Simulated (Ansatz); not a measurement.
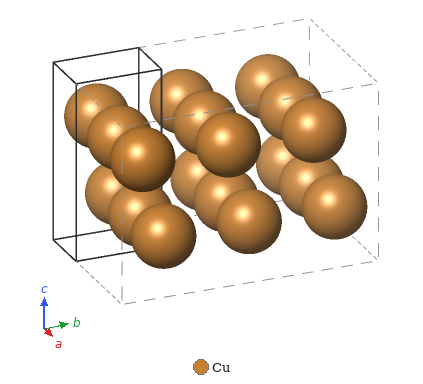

We look at a spheres-only model of the crystal slightly off an axis. 3×3×1 cells are drawn; the solid outline is the conventional unit cell. Cell: a = 2.597 Å, b = 2.597 Å, c = 4.113 Å, α = 90.00°, β = 90.00°, γ = 120.00°.

Describe the crystal.

The element is copper. It belongs to space group P6_3/mmc (No. 194) and has a primitive hexagonal lattice. Among the common structure types it is hexagonal close-packed (Mg type). The cell holds two atoms. Cu is coordinated by twelve Cu in an anticuboctahedral arrangement at about 2.5 to 2.6 Å.

The structure was taken from a structure listed in the Materials Project. The cell was then strained or its atoms displaced on purpose. It was run through Ansatz as a DFT input.

At this level of theory the run's own cell isn't at rest (stretched, at -7 GPa), so its distances can differ from those at equilibrium, the more so the softer the solid.
